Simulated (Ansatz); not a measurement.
## Single-point calculation of EuS

The run: single-point calculation of EuS (Fm-3m, 2 atoms in the cell). Method and program: DFT PBE+U, scalar-relativistic, plane waves, PAW, Ueff = 6 eV on Eu f, spin-polarised (Ansatz 0.2.0).

The structure was built on a prototype by a generator; it need not be a known phase. It belongs to a series of runs on one base structure; here: bulk in the cell of the (1 0 0) plane. Figures and captions count atoms from 1; the log counts them from 0 in places.

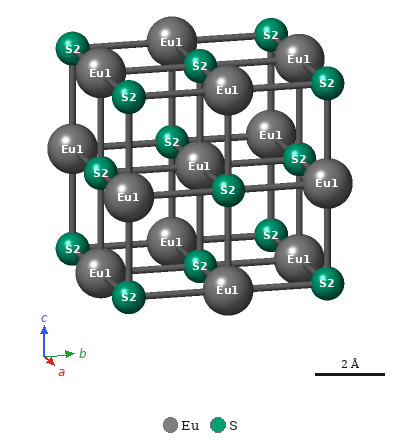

*The input geometry (ball-and-stick view of the cell 4 times as large as that of the calculation, set on its symmetry axes, seen slightly off an axis; atoms are numbered from 1 in the order of the input).*

Key numbers

```tsv
quantity	value
outcome	converged
space group (tolerance 0.01 Å)	Fm-3m (225)
electrons treated	23
free energy	−9672.6100 eV
Fermi energy	9.138 eV
gap on the k-point mesh	0.78 eV
gap on the band path	0.78 eV
net moment of the cell	7.00 μB
integrated absolute moment	7.14 μB
pressure	0.00 GPa
largest force (length of the vector)	under 0.001 eV/Å
hardware	4 threads of Intel Xeon @ 2.50GHz (Skylake/Cascade Lake), 192 GiB of memory available, shared host
wall time	9.2 s (CPU time 32 s)
peak memory	0.62 GiB
```

Remarks

The electronic state found may not be the lowest one. The program warns: the state was not tested for a lower one; the k-point mesh lowers the symmetry that the run can use. DFT+U on an f shell has many self-consistent states, and spin–orbit coupling is left out here.

The input
```yaml
crystal:
  lattice:
    - [4.2330618603, 0.0, 0.0]
    - [0.0, 4.2330618603, 0.0]
    - [2.1165309301, 2.1165309301, 2.9932267466]
  atoms:
    - { symbol: Eu, position: [0.5, 0.5, 0.0], spin: 7.56 }
    - { symbol: S, position: [0.0, 0.0, 0.0] }
basis:
  ecutwfc: 420
kpoints:
  mp_grid: { grid: [6, 6, 9] }
  band_path: { path: [VBM, CBM], npoints: 2 }
hamiltonian:
  xc: pbe
  hubbard: { sites: [{ species: Eu, l: f, u_eff: 6.0 }] }
scf:
  occupations: { method: gaussian, width: 0.05 }
  lower_state_search: "off"
output:
  forces: true
  stress: true
  eigenvalues: true
  hubbard: { sites: [{ species: Eu, l: f }] }
  populations: true
magnetization:
  spin_polarized: true
checkpoint:
  read: start.run
  write: ck
  compress: false
  write_wavefunctions: false
  write_every: 100000
```

Command:
```bash
ansatz run input.yaml --threads 4 --pin off --max-ram 10240MiB --backend cpu --events-out ev --progress --plain --runs-dir out
```

The program's output
```
Warning: crystal.symmetry: narrowed to the stabiliser of the k-point mesh — unitary ops 48 → 4; excluded 44 operations that carry a point of the 6×6×9 mesh (shift [0, 0, 0]) off the mesh (the run samples exactly the mesh kpoints.mp_grid names, as under crystal.symmetry.detect: false, and its converged state has the mesh's symmetry, not the crystal's; ε∞, the Born charges and the force constants of a linear response (`dielectric:` by the response, `phonons.method: dfpt`) are averaged over those of the crystal's operations that the state keeps within a tolerance, where `mesh_tensors`, `unaveraged_element` or `gamma_mean_max_change_ev_ang2` stands beside them; a row that `dielectric.field_direction` solves alone is averaged likewise, with nothing beside; a Γ-centred mesh of equal divisions is mapped onto itself by every operation and keeps the whole group, as does a half-shifted one under kpoints.further_shifts: images)
Eu: projections on atomic orbitals take those of the free atom [Kr 4d10] 4f7 5s2 5p6 5d0 6s2, of charge +0.00 (hamiltonian.pseudopotentials.projection_atoms); the dataset's partial waves leave at most 1.0e-3 of an orbital's norm unspanned inside its sphere
S: projections on atomic orbitals take those of the free atom [Ne] 3s2 3p4, of charge +0.00 (hamiltonian.pseudopotentials.projection_atoms); the dataset's partial waves leave at most 1.6e-7 of an orbital's norm unspanned inside its sphere
Engine: ansatz 0.2.0, x86_64-unknown-linux-gnu
Pseudopotentials: kind: paw
Pseudopotential: Eu, paw, valence charge 17, recommended cutoff 420 eV (normal), Eu.paw.azcp
Pseudopotential: S, paw, valence charge 6, recommended cutoff 420 eV (normal), S.paw.azcp
Functional definition: PBE
  parameter kappa = 0.804
  parameter beta = 0.06672455060314922
  exchange = pbe_x(kappa = kappa, mu = beta*pi^2/3)
  correlation = pbe_c(beta = beta)
Crystal: 2 atoms, lattice volume = 53.635 Å³
Basis set: ecut = 420 eV, 1067 PW (Γ), exchange–correlation on 60×60×60 points (8 copies of the dense FFT grid, shifted against one another)
Bands: 20, of which v1, the nominal top of the filled ones, is band 12 counted from 1 (11 counted from 0)
Symmetry: 4 space group operations
k-points: 97 of 324
Non-local potential: Eu, projectors of the file, l = 0: 3, l = 1: 2, l = 2: 2, l = 3: 3
Non-local potential: S, projectors of the file, l = 0: 2, l = 1: 2, l = 2: 2
PAW form: soft (Blöchl's): semilocal exchange-correlation on the pseudo side does not see the compensation charge
PAW one-centre angular grid: Eu, 590 points (default); XC on 64 Gauss nodes
PAW one-centre angular grid: S, 110 points (default); XC on 64 Gauss nodes
Initial density: read from a saved state, or passed on in memory by an earlier SCF of this step, an earlier step, the calling program or the single point that the run made first
Starting moments: Σ|m| = 7.56 μB on 1 of 2 sites; this step starts from the density that it was given
Initial wavefunctions: pseudopotential atomic-orbital guess
Functional: x = pbe(κ = 0.804, μ = 0.2195149727645171), c = pbe(β = 0.06672455060314922)
iter 1 solved again at ethr=1.83e-7 eV; its pass at ethr=3.10e-3 eV (dr2=4.20e-5 eV) is discarded
SCF iter   1: F=—  HF=-9672.610045 eV  |F-HF|=—  |Δ(HF+E_count)|=         —  Δρ=2.03e-4 (↑2.03e-4 ↓6.20e-5)  dr2=5.11e-5  dr2_m=3.24e-6  M=7.000 μB ∫|m|=7.135 μB  β_m=0.30  ethr=1.83e-7  ⟨swp⟩=3.4  Hψ=31040  notcnv=0
preconditioner: auto → none  [insulator: Δε(μ)=0.777 eV  Ē_g=13.784 eV  σ=0.050 eV  W_gap=1.00  n_scr=14 (ndim 8)  ℏωp=23.2 eV  f_vac=0.000  D(μ)=0.00/eV (n_scr^D=0)  ε∞_Penn≈3.8]
SCF iter   2: F=—  HF=-9672.610035 eV  |F-HF|=—  |Δ(HF+E_count)|=   1.03e-5  Δρ=9.86e-5 (↑9.86e-5 ↓2.42e-5)  dr2=7.54e-6  dr2_m=1.11e-6  M=7.000 μB ∫|m|=7.135 μB  β_m=0.39  ethr=1.83e-7  ⟨swp⟩=2.1  Hψ=4618  notcnv=0
SCF iter   3: F=—  HF=-9672.610036 eV  |F-HF|=—  |Δ(HF+E_count)|=   1.27e-6  Δρ=3.84e-5 (↑3.84e-5 ↓2.29e-5)  dr2=8.48e-7  dr2_m=2.70e-7  M=7.000 μB ∫|m|=7.135 μB  β_m=0.63  ethr=3.28e-8  ⟨swp⟩=2.4  Hψ=5112  notcnv=0
SCF iter   4: F=-9672.610038 eV  HF=-9672.610038 eV  |F-HF|=3.18e-9  |Δ(HF+E_count)|=   1.10e-6  Δρ=7.14e-6 (↑7.14e-6 ↓5.01e-6)  dr2=1.52e-8  dr2_m=1.42e-8  M=7.000 μB ∫|m|=7.136 μB  ethr=4.35e-10  ⟨swp⟩=4.5  Hψ=17103  notcnv=0
SCF 1 converged in 4 iterations: F = -9672.610038 eV  dr2 = 1.52e-8
  greatest PAW one-centre occupation: 1.000 electrons in one spin orbital (limit 2), on the Eu atom at site 0 (counted from 0), in its partial waves of l = 0
NSCF: frozen V_eff on 68 k-points
NSCF: frozen V_eff on 68 k-points
NSCF: frozen V_eff on 68 k-points
NSCF: frozen V_eff on 67 k-points
NSCF: frozen V_eff on 20 k-points
NSCF: frozen V_eff on 20 k-points
NSCF: frozen V_eff on 20 k-points
NSCF: frozen V_eff on 20 k-points
NSCF: frozen V_eff on 15 k-points
NSCF: frozen V_eff on 3 k-points
SCF converged after 4 iterations
Magnetization: 7.0000 μB (15.0000 up, 8.0000 down)
Absolute magnetization: 7.1358 μB (∫|ρ↑−ρ↓|, with the PAW one-centre terms)
Spin contamination: 0.0091 ħ² per cell (⟨S²⟩ above its minimum at these occupations)
Per-site moments (μB) at R_I (Å): [(6.869186396207211, 1.2347060329725748), (-0.06441249178089044, 1.2347060329725748)]
Free energy (F): -9672.610038 eV
Harris-Foulkes:  -9672.610038 eV  (|F-HF|=3.18e-9)
Internal energy: -9672.610038 eV  (E = F + TS)
E sigma→0 (E₀):  -9672.610038 eV
Fermi energy:    9.138300 eV
--- Per-component energies (eV) ---
  E_band       = -22.817887
  E_kinetic    = 457.972138
  E_local      = -2180.625174  (includes V_loc(G=0)·N_el)
  E_nonlocal   = 508.714016
  E_hartree    = 867.642942
  E_xc         = -274.739224
  E_vxc        = -290.851243  (∫ρ·V_xc dr)
  E_hubbard    = 0.122390  (on-site DFT+U / exact-exchange correction)
  E_vhub       = -20.710539  (the Hubbard potential's part of the band-sum identity)
  E_paw        = -6992.235146  (= ΣΔE_a)
  E_vpaw       = -232.609473  (= ΣTr[D̂ρ^β])
  E_aug_tail   = 0.000001  (compensation charges beyond the density's cutoff)
  E_ewald      = -2059.461982
  E_smearing   = -0.000000  (= −TS)
  E_closure    = -0.000000  (closes the sum)
  Σ components = -9672.610038   (vs F -9672.610038, Δ=0.00e0)
--- Forces (eV/Å), atoms counted from 1 ---
  atom   1  Eu     0.00000000     0.00000000     0.00000000
  atom   2  S      0.00000000     0.00000000     0.00000000
  max |Σ_I F_I| component: 1.58e-30 eV/Å
--- Stress (GPa, compression-positive) ---
        0.001312       0.000765      -0.000188
        0.000765       0.001312      -0.000188
       -0.000189      -0.000189      -0.008432
  P = ⅓ Tr σ = -0.0019 GPa (-0.019 kbar)
--- Band table (eV; the first three rows and the last of 194) ---
  k-point 0 ↑: bands = ["-30.8108", "-9.6107", "-9.6107", "-9.6107", "-3.2437", "6.7308", "6.7309", "6.7310", "7.5466", "7.7411", "7.7412", "7.7413", "8.7471", "8.7471", "8.7472", "11.0491", "11.4158", "11.4160", "11.4165", "12.2734"]
  k-point 1 ↑: bands = ["-30.8088", "-9.6511", "-9.6216", "-9.6215", "-3.1307", "6.3945", "6.7258", "6.7258", "7.5602", "7.7235", "7.7236", "7.7274", "8.2317", "8.5939", "8.5940", "11.1169", "11.5204", "11.9526", "11.9528", "12.3897"]
  k-point 2 ↑: bands = ["-30.8039", "-9.7362", "-9.6491", "-9.6491", "-2.9208", "5.8253", "6.7074", "6.7074", "7.5989", "7.6865", "7.6866", "7.6936", "7.8543", "8.3972", "8.3973", "10.4924", "12.1411", "12.6997", "13.1816", "13.1818"]
  k-point 96 ↓: bands = ["-27.6591", "-7.5781", "-7.3951", "-7.3929", "-2.8948", "6.4570", "7.1277", "7.1969", "10.2388", "14.1759", "14.4991", "15.7129", "15.8138", "16.2787", "17.3155", "18.1412", "18.2010", "18.2289", "18.3976", "18.5142"]
Occupation matrices written to [file]
--- Löwdin populations: 2 sites ---
  site symbol       q [e]    m [muB]
     0     Eu     16.6616     7.0809
     1      S      6.3087    -0.0874
  spilling = 0.001290 (of n_electrons = 23.000000)
--- Occupation matrices: 1 shell (run DFT+U table (all-electron-ortho-atomic); ε = 5.44e-4) ---
  Eu0 f_4F: site group Oh (m-3m)
  Eu0 f_4F up     Tr n = 6.9721  λ = 0.994 0.994 0.995 0.997 0.997 0.997 0.997  [3× z3 0.33 (T1u 1.00) T1u(1.00) | 4× z(x2-y2) 0.25 (T2u 0.75) T2u(0.75)]
  Eu0 f_4F dn     Tr n = 0.0130  λ = 0.000 0.001 0.001 0.001 0.003 0.003 0.003  [z(x2-y2) 1.00 (A2u 1.00) A2u(1.00) | 3× xyz 0.33 (T2u 1.00) T2u(1.00) | 3× z3 0.33 (T1u 1.00) T1u(1.00)]
  Tr n, λ and their labels are of the run-group-symmetrised matrices; stabiliser: 40 of 96 elements of G0×{1,Θ} (not closed), max defect 1.1e-4 at τ = 1.2e-4
```

File populations.tsv
```
# site	symbol	l	j	q_up	q_dn
# orbitals = lowdin
# n_electrons = 23.000000
# spilling = 0.001290
# projection_atom_Eu: [Kr 4d10] 4f7 5s2 5p6 5d0 6s2
# projection_atom_S: [Ne] 3s2 3p4
0	Eu	0_5S	-	0.976689	0.979235
0	Eu	0_6S	-	0.191382	0.176559
0	Eu	1_5P	-	2.991647	2.986524
0	Eu	2_5D	-	0.736263	0.630599
0	Eu	3_4F	-	6.975259	0.017454
1	S	0_3S	-	0.796331	0.801932
1	S	1_3P	-	2.314319	2.396146
```

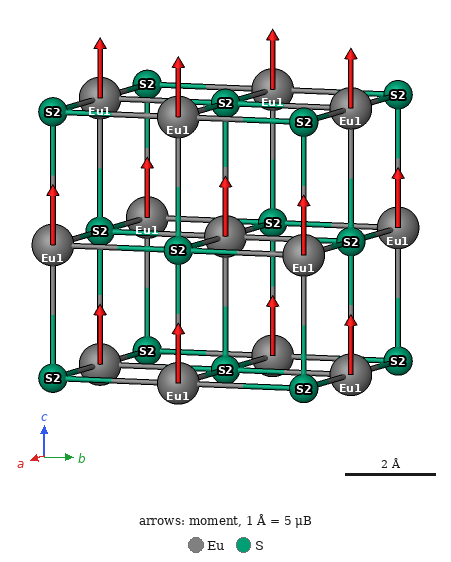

*Magnetic moments of the sites as red arrows (ball-and-stick view of the cell 4 times as large as that of the calculation, set on its symmetry axes, seen slightly off an axis; atoms are numbered from 1 in the order of the input); small moments hardly show. The run is collinear, so the axis drawn is arbitrary.*

Site moments: Eu1 (6.87 μB); S2 (−0.06 μB). They are counted near the atoms and needn't add up to the moment of the cell.
